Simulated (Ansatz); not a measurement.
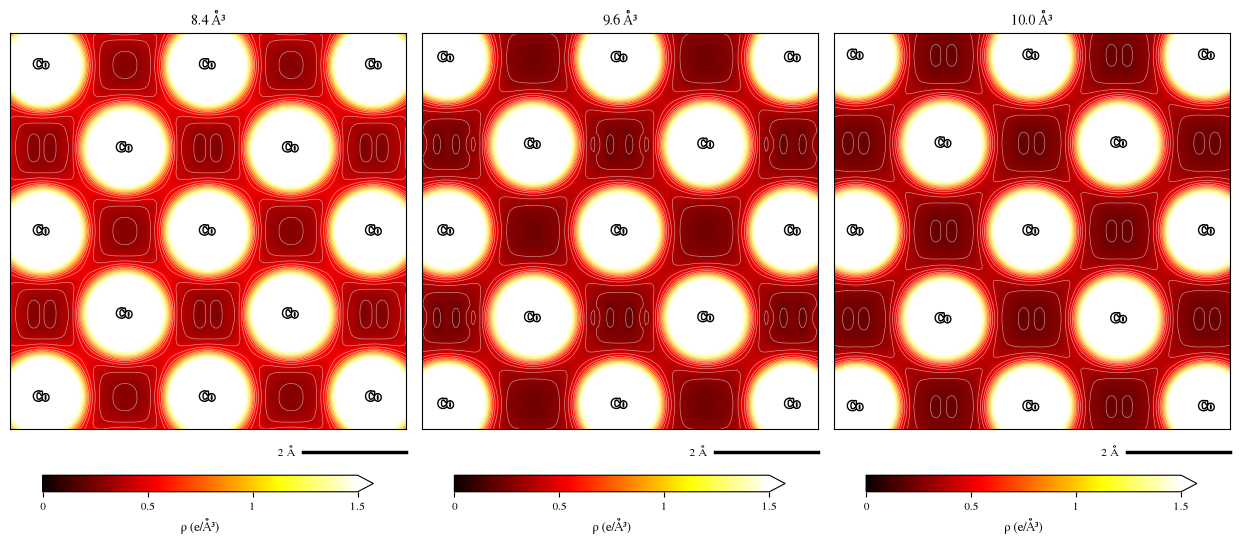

Co. The valence electron density of cells scaled evenly to different volumes (given per atom above each panel), on the (110) plane of each (indices in the axes of the cell below), at one length scale and on one colour scale.

A generated structure, not necessarily the stable one; the program warned that a starting moment wasn't kept; spin-polarised.

Level of theory: DFT, LDA (PW92), plane waves (420 eV) with PAW, scalar-relativistic in Ansatz 0.2.0.

The largest cell:

```cif
data_structure
_symmetry_space_group_name_H-M 'P 1'
_symmetry_Int_Tables_number 1
_cell_length_a 2.4769
_cell_length_b 2.4769
_cell_length_c 3.5017
_cell_angle_alpha 90.000
_cell_angle_beta 90.000
_cell_angle_gamma 90.000
_cell_volume 21.48
loop_
_atom_site_label
_atom_site_type_symbol
_atom_site_fract_x
_atom_site_fract_y
_atom_site_fract_z
_atom_site_occupancy
Co1 Co 0.00000 0.00000 0.00000 1
Co2 Co 0.50000 0.50000 0.50000 1
```

| volume (Å³/atom) | Co–Co contact in the plane (Å) | ρ at its midpoint (e/Å³) | 
| --- | --- | --- |
| 8.44 | 2.285 | 0.504 | 
| 9.21 | 2.352 | ? | 
| 9.59 | 2.385 | 0.410 | 
| 9.97 | 2.416 | 0.387 | 
| 10.74 | 2.476 | 0.346 | 

**Estimate the missing row, and compare with the calculation.**

Over the known rows ln ρ falls by 1.97 per Å of Co–Co distance (a least-squares line), which gives 0.440 e/Å³ at 2.352 Å; the calculation gives 0.437 e/Å³.
